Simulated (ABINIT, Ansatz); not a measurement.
**A GW chain in ABINIT: SiC (P6_3mc)**

Aim: the G0W0 gap of SiC (P6_3mc) on PBE, step by step.

Program: ABINIT 10.8.3. Level of theory: PBE and many-body steps on it, plane waves. Results are calculated unless marked as measured.

**The experiments to reproduce.**

- Gap 3.33 eV: band gap at cryogenic temperature; bulk crystal (literature value) (quoted in “Silicon carbide diodes for neutron detection”, 2020, arxiv:2009.14696).

Most raw output is cut from this account.

## 1. Set-up

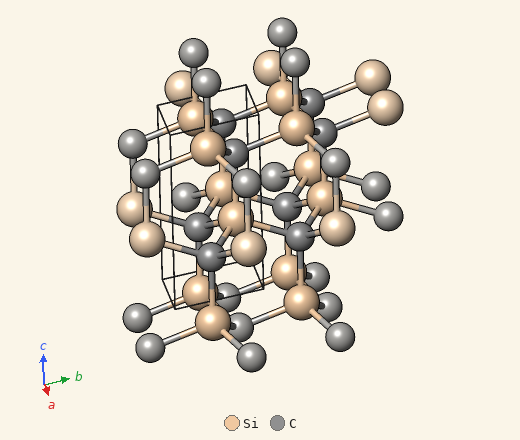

Start, viewed slightly off an axis; silicon light orange, carbon grey. 2×2×1 cells are drawn. Some periodic images of atoms are drawn too.

Structure file:

```cif
data_structure
_symmetry_space_group_name_H-M 'P 1'
_symmetry_Int_Tables_number 1
_cell_length_a 3.0735
_cell_length_b 3.0735
_cell_length_c 5.0452
_cell_angle_alpha 90.000
_cell_angle_beta 90.000
_cell_angle_gamma 120.000
_cell_volume 41.27
loop_
_atom_site_label
_atom_site_type_symbol
_atom_site_fract_x
_atom_site_fract_y
_atom_site_fract_z
_atom_site_occupancy
Si1 Si 0.33333 0.66667 0.49960 1
Si2 Si 0.66667 0.33333 0.99960 1
C3 C 0.33333 0.66667 0.87540 1
C4 C 0.66667 0.33333 0.37540 1
```

The cell and positions are those that the Materials Project relaxed with its own functionals (PBE, PBE+U or r2SCAN), kept fixed.

## 2. Ground state

This step: ABINIT 10.8.3; DFT, PBE, plane waves, norm-conserving pseudopotentials.

The ground-state density comes first.

run.abi reads:

```
acell 3*1.0 Angstrom
rprim 
  3.073513928196 0.000000000001 0.000000000000
  -1.536756964099 2.661741140703 0.000000000000
  0.000000000000 0.000000000000 5.045247710000
ntypat 2
znucl 14 6
natom 4
typat 1 1 2 2
xred 
  0.333333333333 0.666666666667 0.499602400000
  0.666666666667 0.333333333333 0.999602400000
  0.333333333333 0.666666666667 0.875397600000
  0.666666666667 0.333333333333 0.375397600000
pp_dirpath "pseudos"
pseudos "Si.upf, C.upf"
ecut 37
ngkpt 6 6 4
nshiftk 1
shiftk 0 0 0
kptopt 1
chksymbreak 0
nband 14
occopt 1
tolvrs 1e-10
nstep 60
prtwf 0
optforces 0
optstress 0
indata_prefix "in"
outdata_prefix "out"
tmpdata_prefix "tmp"
```

Launch:

```bash
$ OMP_NUM_THREADS=1 mpirun -n 8 abinit run.abi > log
```

The job ended after 4.1 s (8 MPI ranks of Arm Neoverse V2, shared host; peak memory 0.54 GiB; 32 s of CPU time).

This step gave:

* total energy: -558.8875 eV
* gap: 2.275 eV
* k of the valence top: 0, 0, 0
* k of the conduction bottom: 0.3333, 0.3333, 0
* least direct gap: 3.985 eV

The gap is indirect, with the least direct gap 1.71 eV higher.

## 3. Bands along the symmetry lines

The cheap functional maps the bands first; the places of the edges decide which points the dearer methods must see.

run.abi reads:

```
acell 3*1.0 Angstrom
rprim 
  3.073513928196 0.000000000001 0.000000000000
  -1.536756964099 2.661741140703 0.000000000000
  0.000000000000 0.000000000000 5.045247710000
ntypat 2
znucl 14 6
natom 4
typat 1 1 2 2
xred 
  0.333333333333 0.666666666667 0.499602400000
  0.666666666667 0.333333333333 0.999602400000
  0.333333333333 0.666666666667 0.875397600000
  0.666666666667 0.333333333333 0.375397600000
pp_dirpath "pseudos"
pseudos "Si.upf, C.upf"
ecut 37
iscf -2
irdden 1
kptopt 0
nkpt 75
kpt 
  0.00000000 0.00000000 0.00000000
  0.06250000 0.00000000 0.00000000
  0.12500000 0.00000000 0.00000000
  0.18750000 0.00000000 0.00000000
  0.25000000 0.00000000 0.00000000
  0.31250000 0.00000000 0.00000000
  0.37500000 0.00000000 0.00000000
  0.43750000 0.00000000 0.00000000
  0.50000000 0.00000000 0.00000000
  0.47916667 0.04166667 0.00000000
  0.45833333 0.08333333 0.00000000
  0.43750000 0.12500000 0.00000000
  0.41666666 0.16666666 0.00000000
  0.39583333 0.20833333 0.00000000
  0.37500000 0.25000000 0.00000000
  0.35416666 0.29166666 0.00000000
  0.33333333 0.33333333 0.00000000
  0.29166666 0.29166666 0.00000000
  0.25000000 0.25000000 0.00000000
  0.20833333 0.20833333 0.00000000
  0.16666666 0.16666666 0.00000000
  0.12500000 0.12500000 0.00000000
  0.08333333 0.08333333 0.00000000
  0.04166667 0.04166667 0.00000000
  0.00000000 0.00000000 0.00000000
  0.00000000 0.00000000 0.06250000
  0.00000000 0.00000000 0.12500000
  0.00000000 0.00000000 0.18750000
  0.00000000 0.00000000 0.25000000
  0.00000000 0.00000000 0.31250000
  0.00000000 0.00000000 0.37500000
  0.00000000 0.00000000 0.43750000
  0.00000000 0.00000000 0.50000000
  0.06250000 0.00000000 0.50000000
  0.12500000 0.00000000 0.50000000
  0.18750000 0.00000000 0.50000000
  0.25000000 0.00000000 0.50000000
  0.31250000 0.00000000 0.50000000
  0.37500000 0.00000000 0.50000000
  0.43750000 0.00000000 0.50000000
  0.50000000 0.00000000 0.50000000
  0.47916667 0.04166667 0.50000000
  0.45833333 0.08333333 0.50000000
  0.43750000 0.12500000 0.50000000
  0.41666666 0.16666666 0.50000000
  0.39583333 0.20833333 0.50000000
  0.37500000 0.25000000 0.50000000
  0.35416666 0.29166666 0.50000000
  0.33333333 0.33333333 0.50000000
  0.29166666 0.29166666 0.50000000
  0.25000000 0.25000000 0.50000000
  0.20833333 0.20833333 0.50000000
  0.16666666 0.16666666 0.50000000
  0.12500000 0.12500000 0.50000000
  0.08333333 0.08333333 0.50000000
  0.04166667 0.04166667 0.50000000
  0.00000000 0.00000000 0.50000000
  0.50000000 0.00000000 0.50000000
  0.50000000 0.00000000 0.43750000
  0.50000000 0.00000000 0.37500000
  0.50000000 0.00000000 0.31250000
  0.50000000 0.00000000 0.25000000
  0.50000000 0.00000000 0.18750000
  0.50000000 0.00000000 0.12500000
  0.50000000 0.00000000 0.06250000
  0.50000000 -0.00000000 0.00000000
  0.33333333 0.33333333 0.50000000
  0.33333333 0.33333333 0.43750000
  0.33333333 0.33333333 0.37500000
  0.33333333 0.33333333 0.31250000
  0.33333333 0.33333333 0.25000000
  0.33333333 0.33333333 0.18750000
  0.33333333 0.33333333 0.12500000
  0.33333333 0.33333333 0.06250000
  0.33333333 0.33333333 0.00000000
istwfk *1
nband 15
nbdbuf 2
tolwfr 1e-08
nstep 40
prtwf 0
prtvol 0
indata_prefix "in"
outdata_prefix "out"
tmpdata_prefix "tmp"
```

Wall time 6.3 s (8 MPI ranks); peak memory 0.52 GiB.

This step gave:

```
gap                        : 2.275 eV
k of the valence top       : 0, 0, 0
k of the conduction bottom : 0.3333, 0.3333, 0
least direct gap           : 3.985 eV
```

The gap is 2.275 eV, as in the run before at this level.

Electronic bands along the path, in eV, zero at the top of the highest filled band; v1 is the highest filled band, c1 the lowest empty one:

```tsv
point	v4	v3	v2	v1	c1	c2	c3	c4
Γ	-1.32	-0.11	0.00	0.00	4.82	6.22	6.68	6.68
M	-5.45	-3.33	-3.30	-1.20	2.79	4.23	6.90	7.14
K	-6.27	-4.05	-4.05	-3.84	2.28	8.18	8.87	8.87
Γ	-1.32	-0.11	0.00	0.00	4.82	6.22	6.68	6.68
A	-0.71	-0.71	-0.71	-0.71	5.91	5.91	7.37	7.37
L	-2.45	-2.45	-2.34	-2.34	3.29	3.29	5.27	5.27
H	-5.66	-5.66	-1.74	-1.74	5.08	5.08	6.02	6.02
A	-0.71	-0.71	-0.71	-0.71	5.91	5.91	7.37	7.37
jump to L	-2.45	-2.45	-2.34	-2.34	3.29	3.29	5.27	5.27
M	-5.45	-3.33	-3.30	-1.20	2.79	4.23	6.90	7.14
jump to H	-5.66	-5.66	-1.74	-1.74	5.08	5.08	6.02	6.02
K	-6.27	-4.05	-4.05	-3.84	2.28	8.18	8.87	8.87
```

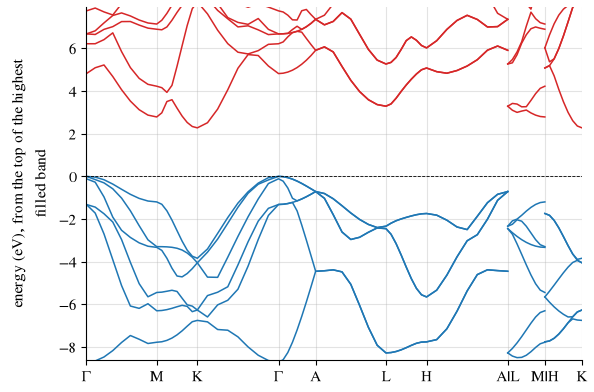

Electronic bands along the path; lines of filled and empty bands in two colours.

## 4. Empty states on the mesh, 6×6×4 mesh, 127 bands

The sums over transitions need many empty states on a uniform mesh; this step solves for them.

run.abi reads:

```
acell 3*1.0 Angstrom
rprim 
  3.073513928196 0.000000000001 0.000000000000
  -1.536756964099 2.661741140703 0.000000000000
  0.000000000000 0.000000000000 5.045247710000
ntypat 2
znucl 14 6
natom 4
typat 1 1 2 2
xred 
  0.333333333333 0.666666666667 0.499602400000
  0.666666666667 0.333333333333 0.999602400000
  0.333333333333 0.666666666667 0.875397600000
  0.666666666667 0.333333333333 0.375397600000
pp_dirpath "pseudos"
pseudos "Si.upf, C.upf"
ecut 37
ngkpt 6 6 4
nshiftk 1
shiftk 0 0 0
kptopt 1
chksymbreak 0
irdden 1
istwfk *1
nband 127
prtvol 0
optdriver 6
gwr_task "HDIAGO"
paral_kgb 0
occopt 1
indata_prefix "in"
outdata_prefix "out"
tmpdata_prefix "tmp"
```

Run time: 47 s. Hardware: 8 MPI ranks; peak memory 4.3 GiB; 6.3 min of CPU time.

This step gave:

```yaml
gap: 2.275 eV
k_of_the_valence_top: 0, 0, 0
k_of_the_conduction_bottom: 0.3333, 0.3333, 0
least_direct_gap: 3.985 eV
k_points_computed: 21
lowest_point_of_the_top_converged_band_above_the_valence_top: 96.1246 eV
```

On this mesh the gap is 2.275 eV.

## 5. Screening, 6×6×4 mesh, 119 bands, screening to 179.6 eV

The RPA dielectric matrix is built and inverted for each q.

This step: RPA screening on PBE, plane waves, norm-conserving pseudopotentials.

run.abi, as its differences from that of step 4:

```diff
@@ -22,10 +22,11 @@
 chksymbreak 0
-irdden 1
 istwfk *1
-nband 127
-prtvol 0
-optdriver 6
-gwr_task "HDIAGO"
-paral_kgb 0
 occopt 1
+irdwfk 1
+optdriver 3
+nband 119
+ecuteps 6.6
+inclvkb 2
+awtr 1
+symchi 1
 indata_prefix "in"
```

The job ended after 50 s (8 MPI ranks; peak memory 1.8 GiB).

This step gave:

```yaml
eps_infinity_with_local_fields_on_this_mesh_along_the_program_s_q_direction: 6.853
the_same_without_local_fields: 7.508
plasma_frequency: 23.12 eV
plane_waves_in_the_screening_matrix: 245
```

Local fields lower ε∞ by 9 %.

## 6. Self-energy, 6×6×4 mesh, 119 bands, screening to 179.6 eV

The self-energy is evaluated for the states that the input lists, and the levels follow from it, in one-shot runs by the linearised quasiparticle equation.

This step: G0W0 on PBE, plane waves, norm-conserving pseudopotentials.

run.abi, as its differences from that of step 5:

```diff
@@ -25,8 +25,19 @@
 irdwfk 1
-optdriver 3
+optdriver 4
 nband 119
+gwcalctyp 0
+ecutsigx 37
+symsigma 1
+nkptgw 3
+kptgw 
+  0.0000000000 0.0000000000 0.0000000000
+  0.3333333333 0.3333333333 0.0000000000
+  0.5000000000 0.0000000000 0.0000000000
+bdgw 
+  7 10
+  6 10
+  7 10
 ecuteps 6.6
-inclvkb 2
-awtr 1
-symchi 1
+irdscr 1
+ppmodel 1
 indata_prefix "in"
```

Run time: 16 s. Hardware: 8 MPI ranks; peak memory 1.9 GiB.

Numbers from this step:

```
G0W0 gap on the points computed              : 2.917 eV
starting gap on the mesh                     : 2.275 eV
k of the valence top                         : 0, 0, 0
k of the conduction bottom                   : 0.3333, 0.3333, 0
Z at the valence top                         : 0.793
Z at the conduction bottom                   : 0.825
least direct G0W0 gap on the computed points : 4.857 eV
```

The gap on the mesh goes from 2.28 eV to 2.92 eV, a correction of +0.64 eV.

Limits: finite bands, cutoff and mesh. v1 is the top filled band, c1 the lowest empty one. Levels before and after the correction, in eV, zero at the valence-band top of each column:

```tsv
	conduction bottom	valence top
Kohn-Sham	2.28	0.00
G0W0	2.92	0.00
```

```tsv
	level	energy (eV)
Kohn-Sham	Γ v2-v1	0.000
Kohn-Sham	Γ c1	4.820
Kohn-Sham	Γ c2	6.220
Kohn-Sham	(0.333 0.333 0) v3-v2	-4.053
Kohn-Sham	(0.333 0.333 0) v1	-3.842
Kohn-Sham	(0.333 0.333 0) c1	2.275
Kohn-Sham	(0.333 0.333 0) c2	8.182
G0W0	Γ v2-v1	0.000
G0W0	Γ c1	5.676
G0W0	Γ c2	7.058
G0W0	(0.333 0.333 0) v3-v2	-4.440
G0W0	(0.333 0.333 0) v1	-4.233
G0W0	(0.333 0.333 0) c1	2.917
G0W0	(0.333 0.333 0) c2	9.253
```

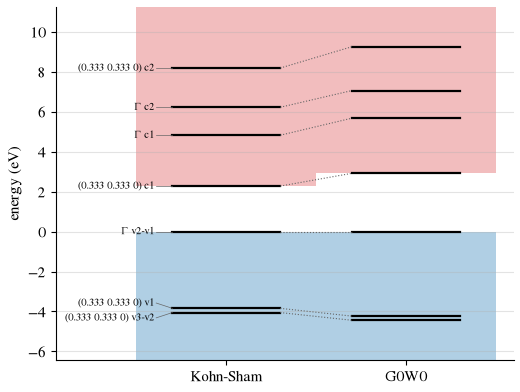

Levels before and after the correction. Shaded: valence and conduction bands.

## 7. Where the time went

Times are wall times on 8 MPI ranks of Arm Neoverse V2, shared host, good to a factor of about two.

```tsv
step	time	share	memory (GiB)
ground state	4.1 s	3 %	0.54
bands along the symmetry lines	6.3 s	5 %	0.52
empty states on the mesh	47 s	38 %	4.3
screening	50 s	41 %	1.8
self-energy	16 s	13 %	1.9
```

## 8. Outcome

* PBE gap: 2.28 eV, indirect
* G0W0 gap on the mesh: 2.92 eV
* GW settings: 6×6×4 mesh, 119 bands, screening to 179.6 eV, Godby-Needs plasmon pole
* known limits: not at the basis limit

G0W0 moves the gap on the mesh from 2.28 eV to 2.92 eV (+0.64 eV), with Z of 0.79 and 0.82 at the edges. Local fields lower the RPA ε∞ on this mesh from 7.51 to 6.85. Only 3 of the mesh's irreducible points were corrected, so a valley elsewhere could overtake. Against experiment, by G0W0@PBE: the gap of 2.92 eV lies −0.41 eV from the measured 3.33 eV (kind not stated, quoted 2020). The calculation has static nuclei and no excitons; a measured gap holds zero-point and thermal motion, which mostly lowers it. Bands and cutoff are finite, so the gap is not at the basis limit. The miss can reach some tenths of an eV and take either sign; the mesh is an error of its own. In the G0W0 run levels were corrected at 3 k points alone, so a gap called «on the mesh» is the least over those, and an edge elsewhere would be missed.

[Paths, hosts, dates, memory and timing lines, banners, echoed tables and standing remarks are left out of the program output.]

[Logs are printed without paths, hosts, clocks, repeated set-up lines and the standing remarks that a program may print on its own settings, such as how far it seeks lower states.]

[Runs of the session that timed out or met a known fault of the program may be left out.]

[Hosts, paths, dates, database ids (printed as entryN), source tags and the programs' standing remarks are cut or masked in the printed files.]

[G0W0 gaps are taken among the corrected bands and points alone; a level outside them can change the order at an edge.]

[Where Ansatz stands beside ABINIT at settings called matched, ABINIT's density can come from a denser mesh and the files from another edition; pairs whose starting gaps differed by over 0.03 eV were left out, so agreement reads better than it is.]
